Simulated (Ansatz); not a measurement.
# From r2SCAN to G0W0: MoPbO4 (Wulfenite)

Wanted: the gap of MoPbO4 (Wulfenite) with a many-body correction, and the time that it takes.

Program: Ansatz 0.2.0. Level of theory: r2SCAN, then G0W0 on it, plane waves, PAW. Results are calculated unless marked as measured.

### Step 1. Set-up

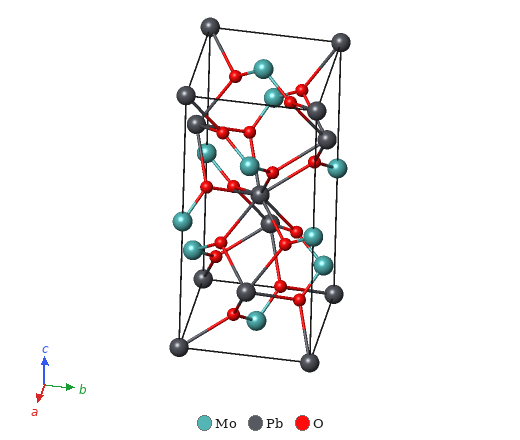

Start, viewed slightly off an axis; molybdenum teal, lead dark grey, oxygen red. This picture shows the conventional cell, with its axes. Some periodic images of atoms are drawn too.

Coordinates:

```cif
data_structure
_symmetry_space_group_name_H-M 'P 1'
_symmetry_Int_Tables_number 1
_cell_length_a 7.1687
_cell_length_b 7.1687
_cell_length_c 7.1687
_cell_angle_alpha 135.480
_cell_angle_beta 135.480
_cell_angle_gamma 64.786
_cell_volume 178.56
loop_
_atom_site_label
_atom_site_type_symbol
_atom_site_fract_x
_atom_site_fract_y
_atom_site_fract_z
_atom_site_occupancy
Mo1 Mo 0.25000 0.75000 0.50000 1
Mo2 Mo 0.50000 0.50000 0.00000 1
Pb3 Pb 0.75000 0.25000 0.50000 1
Pb4 Pb 0.00000 0.00000 0.00000 1
O5 O 0.03230 0.90410 0.59860 1
O6 O 0.65410 0.55550 0.37180 1
O7 O 0.30550 0.43370 0.40140 1
O8 O 0.18370 0.28230 0.62820 1
O9 O 0.71770 0.34590 0.90140 1
O10 O 0.09590 0.69450 0.12820 1
O11 O 0.44450 0.81630 0.09860 1
O12 O 0.56630 0.96770 0.87180 1
```

The cell and positions come from the Crystallography Open Database and are kept as given unless a step says otherwise. Spin-orbit coupling is left out unless a step names it. The default PAW set here is soft_2. Its files were made with PBE.

### Step 2. The r2SCAN band structure

Levels along a band path and on the mesh show where this functional puts the band edges.

This step: DFT, r2SCAN, plane waves, PAW.

The input, input.yaml:

```yaml
crystal:
  lattice:
    - [-2.7156, 2.7156, 6.05325]
    - [2.7156, -2.7156, 6.05325]
    - [2.7156, 2.7156, -6.05325]
  atoms:
    - { symbol: Mo, position: [0.25, 0.75, 0.5] }
    - { symbol: Mo, position: [0.5, 0.5, 0.0] }
    - { symbol: Pb, position: [0.75, 0.25, 0.5] }
    - { symbol: Pb, position: [0.0, 0.0, 0.0] }
    - { symbol: O, position: [0.0323, 0.9041, 0.5986] }
    - { symbol: O, position: [0.6541, 0.5555, 0.3718] }
    - { symbol: O, position: [0.3055, 0.4337, 0.4014] }
    - { symbol: O, position: [0.1837, 0.2823, 0.6282] }
    - { symbol: O, position: [0.7177, 0.3459, 0.9014] }
    - { symbol: O, position: [0.0959, 0.6945, 0.1282] }
    - { symbol: O, position: [0.4445, 0.8163, 0.0986] }
    - { symbol: O, position: [0.5663, 0.9677, 0.8718] }
kpoints:
  mp_grid: { grid: [6, 6, 6] }
  band_path:
    path:
      - [[0.0, 0.0, 0.0], [0.0, 0.0, 0.5], [0.25, 0.25, 0.25], [0.0, 0.5, 0.0], [0.0, 0.0, 0.0], [0.5, 0.5, -0.5], [0.30031464, 0.69968536, -0.30031464]]
      - [[-0.30031464, 0.30031464, 0.30031464], [0.0, 0.0, 0.0]]
      - [[0.0, 0.0, 0.5], [-0.10062928, 0.10062928, 0.5]]
      - [[0.5, 0.5, -0.10062928], [0.5, 0.5, -0.5]]
    npoints: 10
hamiltonian:
  xc: r2scan
scf:
  occupations: { method: fermi_dirac, width: 0.02 }
  n_extra_bands: 8
output:
  eigenvalues: true
  write_density: true
  write_potential: true
  elf: true
  volumetric_format: npy
```

Started as:

```
ansatz run input.yaml --threads 4 --pin off --max-ram 138240MiB --backend cuda --events-out ev --progress --plain --runs-dir out --devices 1 --max-vram 26GiB
```

Numbers of over 12 decimals in the logs are rounded to 6 here.

Output:

```text
scf.n_extra_bands = 8 over 52 filled bands (N_el = 104.0): the run solves 60 bands
GPUs: using 1 of 1 available (devices: 1).
Engine: ansatz 0.2.0, x86_64-unknown-linux-gnu
Pseudopotentials: kind: paw
Pseudopotential: Mo, paw, valence charge 14, recommended cutoff 500 eV (meta_gga), Mo.paw.azcp
Pseudopotential: Pb, paw, valence charge 14, recommended cutoff 500 eV (meta_gga), Pb.paw.azcp
Pseudopotential: O, paw, valence charge 6, recommended cutoff 500 eV (meta_gga), O.paw.azcp
Functional definition: r2SCAN
  parameter k0 = 0.174
  parameter k1 = 0.065
  parameter a1 = 4.9479
  exchange = r2scan_x(k0 = k0, k1 = k1, a1 = a1)
  correlation = r2scan_c
device memory: the entry about to start is reckoned to put 6.1 GiB on a device that reports 69.4 GiB free (of which the cap on the GPU budget leaves the run 26.0 GiB)
GPU FFT provider: cuFFT
GPU libraries: cuBLAS 13.8.2, cuFFT 12.4.0, cuSOLVER 12.3.4
Crystal: 12 atoms, lattice volume = 178.558 Å³
Basis set: ecut = 500 eV, 4499 PW (Γ), exchange–correlation on 216×216×216 points (64 copies of the dense FFT grid, shifted against one another)
Bands: 60, of which v1, the nominal top of the filled ones, is band 52 counted from 1 (51 counted from 0)
Symmetry: 8 space group operations
Space group: I41/a (ITA 88), of the structure as read, at distance tolerance 5.6e-5 Å
k-points: 36 of 216
Non-local potential: Mo, projectors of the file, l = 0: 3, l = 1: 2, l = 2: 2, l = 3: 1
Non-local potential: Pb, projectors of the file, l = 0: 2, l = 1: 2, l = 2: 2, l = 3: 2
Non-local potential: O, projectors of the file, l = 0: 2, l = 1: 2, l = 2: 1
PAW form: soft (Blöchl's): semilocal exchange-correlation on the pseudo side does not see the compensation charge
PAW frozen core: Mo, regenerated for the run's functional (the file was generated under x = pbe(κ = 0.804, μ = 0.219515), c = pbe(β = 0.066725))
PAW frozen core: Pb, regenerated for the run's functional (the file was generated under x = pbe(κ = 0.804, μ = 0.219515), c = pbe(β = 0.066725))
PAW frozen core: O, regenerated for the run's functional (the file was generated under x = pbe(κ = 0.804, μ = 0.219515), c = pbe(β = 0.066725))
PAW one-centre angular grid: Mo, 590 points (default); XC on 160 Gauss nodes
PAW one-centre angular grid: Pb, 590 points (default); XC on 160 Gauss nodes
PAW one-centre angular grid: O, 302 points (default); XC on 160 Gauss nodes
Initial density: superposition of atomic densities (neutral atoms: chi_scale 0, normalization atom), corrected by the library's trained network
Initial wavefunctions: pseudopotential atomic-orbital guess
GPU buffer pool allocated for 157464 grid points (all kernels)
GPU transforms: local potential and band sums: pruned to the plane-wave sphere, on 54×54×54
Functional: x = r2scan, c = r2scan; τ floored in thin density (d = 2e-4 eV/Å³)
SCF iter   1: F=—  HF=-38328.461231 eV  |F-HF|=—  |Δ(HF+E_count)|=         —  Δρ=1.49e-2  dr2=6.11e-1  dr2_τ=7.16e-1  ethr=1.77e-3  ⟨swp⟩=6.1  Hψ=8838  notcnv=0
preconditioner: auto → Resta (q_TF=auto, 2.493 Å⁻¹)  ε∞=4.8  [insulator: Δε(μ)=3.284 eV  Ē_g=13.346 eV  σ=0.020 eV  W_gap=1.00  n_scr=36 (ndim 8)  ℏωp=26.1 eV  f_vac=0.049  D(μ)=0.00/eV (n_scr^D=0)  ε∞_Penn≈4.8]
SCF iter   2: F=—  HF=-38328.466412 eV  |F-HF|=—  |Δ(HF+E_count)|=   5.18e-3  Δρ=8.27e-3  dr2=7.87e-2  dr2_τ=5.10e-2  ethr=5.87e-4  ⟨swp⟩=3.1  Hψ=3904  notcnv=0  defer=132
SCF iter   3: F=—  HF=-38328.456540 eV  |F-HF|=—  |Δ(HF+E_count)|=   9.87e-3  Δρ=2.86e-3  dr2=7.72e-3  dr2_τ=6.54e-4  ethr=7.56e-5  ⟨swp⟩=2.0  Hψ=3471  notcnv=0  defer=132
SCF iter   4: F=—  HF=-38328.455868 eV  |F-HF|=—  |Δ(HF+E_count)|=   6.72e-4  Δρ=8.18e-4  dr2=5.70e-4  dr2_τ=1.09e-4  ethr=7.43e-6  ⟨swp⟩=2.0  Hψ=3240  notcnv=0  defer=132
SCF iter   5: F=—  HF=-38328.455993 eV  |F-HF|=—  |Δ(HF+E_count)|=   1.25e-4  Δρ=1.24e-4  dr2=2.71e-5  dr2_τ=2.42e-6  ethr=5.48e-7  ⟨swp⟩=2.0  Hψ=2953  notcnv=0  defer=132
SCF iter   6: F=—  HF=-38328.456304 eV  |F-HF|=—  |Δ(HF+E_count)|=   3.11e-4  Δρ=2.41e-5  dr2=1.07e-6  dr2_τ=7.82e-8  ethr=2.61e-8  ⟨swp⟩=2.0  Hψ=3546  notcnv=0  defer=132
SCF iter   7: F=-38328.456304 eV  HF=-38328.456304 eV  |F-HF|=4.41e-9  |Δ(HF+E_count)|=   6.39e-7  Δρ=7.20e-6  dr2=9.99e-8  dr2_τ=4.96e-9  ethr=9.62e-11  ⟨swp⟩=10.0  Hψ=7567  notcnv=0
SCF 1 converged in 7 iterations: F = -38328.456304 eV  dr2 = 9.99e-8
  greatest PAW one-centre occupation: 0.997 electrons in one spin orbital (limit 2), on the Mo atom at site 1 (counted from 0), in its partial waves of l = 0
device memory: the entry about to start is reckoned to put 11.3 GiB on a device that reports 73.4 GiB free (of which the cap on the GPU budget leaves the run 26.0 GiB)
NSCF: frozen V_eff on 94 k-points, pencils in batches of 32, up to order 264
SCF converged after 7 iterations
Free energy (F): -38328.456304 eV
Harris-Foulkes:  -38328.456304 eV  (|F-HF|=4.41e-9)
Internal energy: -38328.456304 eV  (E = F + TS)
E sigma→0 (E₀):  -38328.456304 eV
Fermi energy:    8.657524 eV
--- Per-component energies (eV) ---
  E_band       = -713.615297
  E_kinetic    = 2848.953223
  E_local      = -7776.782635  (includes V_loc(G=0)·N_el)
  E_nonlocal   = 1361.455668
  E_hartree    = 2818.691608
  E_xc         = -1358.653525
  E_vxc        = -1645.238263  (∫ρ·V_xc dr)
  E_paw        = -28568.230469  (= ΣΔE_a)
  E_vpaw       = -1249.646722  (= ΣTr[D̂ρ^β])
  E_aug_tail   = 0.008037  (compensation charges beyond the density's cutoff)
  E_vtau       = 110.246087  (kinetic-family band-sum trace: ∫τ·v_τ [+ j·A + Jᵃ·Aᵃ] dr)
  E_ewald      = -7655.131283
  E_core_change = 1.233070  (= ΣΔE_core)
  E_smearing   = -0.000000  (= −TS)
  E_closure    = -0.000000  (closes the sum)
  Σ components = -38328.456304   (vs F -38328.456304, Δ=0.00e0)
--- Band table (eV; the first three rows and the last of 36) ---
  k-point 0: bands = [... 48 lower, 6.1820, 6.2490, 6.2490, 6.3830, 10.4557, 10.8938, 11.1564, 11.3918, ... 4 higher]
  k-point 1: bands = [... 48 lower, 6.0017, 6.1099, 6.2263, 6.6151, 10.5249, 10.8802, 10.9198, 11.0858, ... 4 higher]
  k-point 2: bands = [... 48 lower, 5.7686, 6.0825, 6.3958, 7.1407, 10.5020, 10.7764, 10.8774, 11.1678, ... 4 higher]
  k-point 35: bands = [... 48 lower, 5.9962, 5.9962, 6.1617, 6.1617, 11.0029, 11.0029, 11.0955, 11.0955, ... 4 higher]
```

Wall time 5.4 s (1 × NVIDIA H100 80GB HBM3 (shared by 3 runs) with 4 threads of AMD EPYC 7R13 (Zen 3), shared host); peak memory 1.6 GiB.

Reading the cycles: dr2 is the Hartree energy of the density residual (eV), the measure of convergence; HF is the Harris–Foulkes estimate of the energy, which meets the free energy F at convergence.

This step gave:

```
filled bands         : 52
gap                  : 3.013 eV
valence top at       : k = (0.000, 0.000, 0.400)
conduction bottom at : k = (-0.240, 0.240, 0.240)
least direct gap     : 3.131 eV
```

Over mesh and path the gap is 3.013 eV, from k = (0.000, 0.000, 0.400) to k = (-0.240, 0.240, 0.240). The least direct gap found is 3.131 eV, at k = (-0.240, 0.240, 0.240). On the 6×6×6 mesh alone the same run gives 3.035 eV, so that mesh misses an edge of r2SCAN: 3.035 − 3.013 = +0.022 eV.

The electronic bands at the labelled points (eV, zero at the top of the highest nominally filled band):

| point | band 49 | band 50 | band 51 | band 52 | band 53 | band 54 | band 55 | band 56 |
| --- | --- | --- | --- | --- | --- | --- | --- | --- |
| Γ | -0.98 | -0.91 | -0.91 | -0.78 | 3.30 | 3.73 | 4.00 | 4.23 |
| X | -1.29 | -1.29 | -0.18 | -0.18 | 3.63 | 3.63 | 3.90 | 3.90 |
| P | -1.28 | -1.28 | -0.17 | -0.17 | 3.63 | 3.63 | 3.91 | 3.91 |
| N | -1.23 | -1.22 | -0.81 | -0.17 | 3.02 | 3.59 | 3.86 | 3.92 |
| Γ | -0.98 | -0.91 | -0.91 | -0.78 | 3.30 | 3.73 | 4.00 | 4.23 |
| M | -1.16 | -1.16 | -1.00 | -1.00 | 3.84 | 3.84 | 3.94 | 3.94 |
| S | -1.12 | -1.09 | -0.90 | -0.35 | 3.16 | 3.56 | 3.91 | 3.95 |
| jump to S0 | -1.12 | -1.09 | -0.90 | -0.35 | 3.16 | 3.56 | 3.91 | 3.95 |
| Γ | -0.98 | -0.91 | -0.91 | -0.78 | 3.30 | 3.73 | 4.00 | 4.23 |
| jump to X | -1.29 | -1.29 | -0.18 | -0.18 | 3.63 | 3.63 | 3.90 | 3.90 |
| R | -1.36 | -1.21 | -0.32 | -0.20 | 3.48 | 3.68 | 3.93 | 4.01 |
| jump to G | -1.36 | -1.21 | -0.32 | -0.20 | 3.48 | 3.68 | 3.93 | 4.01 |
| M | -1.16 | -1.16 | -1.00 | -1.00 | 3.84 | 3.84 | 3.94 | 3.94 |

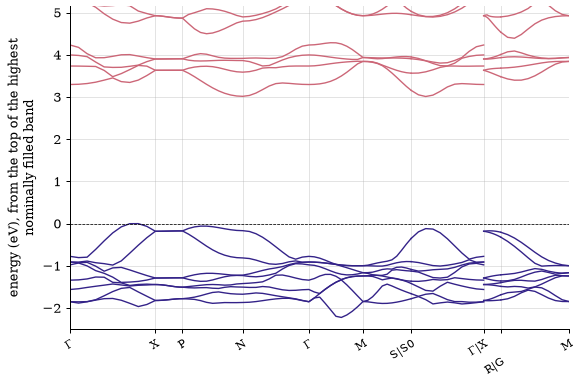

Electronic bands along the path; lines of filled and empty bands in two colours.

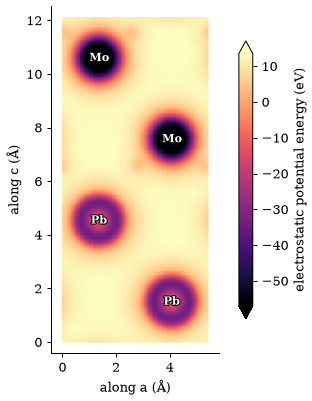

Electrostatic potential energy in the ac plane of the conventional cell at fractional y = 0.000, with atoms of Mo and Pb within 0.2 Å of it. With pseudopotentials it is smooth inside the atoms' cores, unlike the true potential. The map starts off the cell's origin, so that atoms lie inside it.

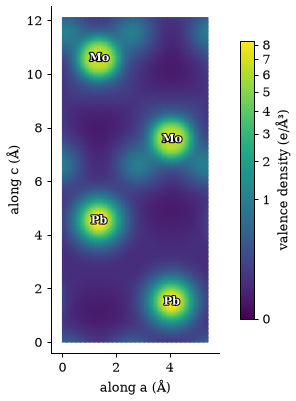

Valence density in the ac plane of the conventional cell at fractional y = 0.000, with atoms of Mo and Pb within 0.2 Å of it. It is the smooth field of the valence electrons, not physical close to the nuclei. The map starts off the cell's origin, so that atoms lie inside it. The colour scale is stretched toward low values.

(Continued in part 2 of 3.)

[Paths, hosts, dates, memory and timing lines, banners, echoed tables and standing remarks are left out of the program output.]

[Logs are printed without paths, hosts, clocks, repeated set-up lines and the standing remarks that a program may print on its own settings, such as how far it seeks lower states.]

[Runs of the session that timed out or met a known fault of the program may be left out.]

[Cells called generated may have been cut or substituted from an entry of the Crystallography Open Database or the Materials Project.]

[Hosts, paths, dates, database ids (printed as entryN), source tags and the programs' standing remarks are cut or masked in the printed files.]

[Where an RPA ε∞ is given, it is that of the G0W0 mesh and is not shown converged in it. Names of k-points follow the symmetry that the program found, which can be lower than the space group named. Band edges on a path are those of the sampled points; other points can move an edge, and change direct to indirect where valleys lie close.]

[Hybrid gaps are those of their k-mesh and are not shown converged in it.]
